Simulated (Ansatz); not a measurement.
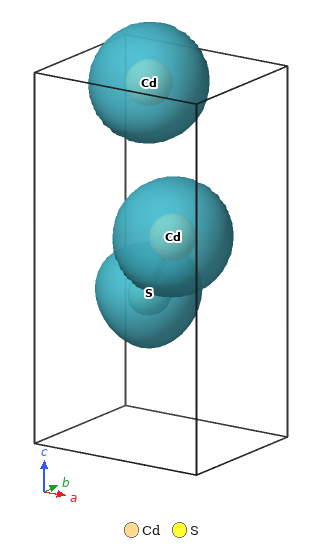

Figure. Cd$_{2}$S. Isosurface of the valence pseudo-density at 0.8 e/Å³ (cyan), seen slightly off an axis. Sticks mark near contacts.

Space group P3m1; a structure from a database of computed crystals, not necessarily the ambient phase.

Method: Kohn-Sham DFT of a periodic cell, PBE, Ansatz PAW in Ansatz.

> How is the density connected at this value?

At this value the density breaks into separate islands; it holds about 75 % of the electrons treated as valence (semicore included). It bridges none of the near contacts. It is pinched off along the shortest Cd–S (2.55 Å) and Cd–S (2.64 Å) contacts. On the grid the lowest density along these lines, outside the cores, is 0.4 e/Å³ (Cd–S, 2.55 Å) and 0.34 e/Å³ (Cd–S, 2.64 Å).

> Does the calculation make it a metal, or give it a gap?

It is gapped, with a Kohn–Sham gap of 0.27 eV on the k-point mesh, an upper bound to the gap of this method.
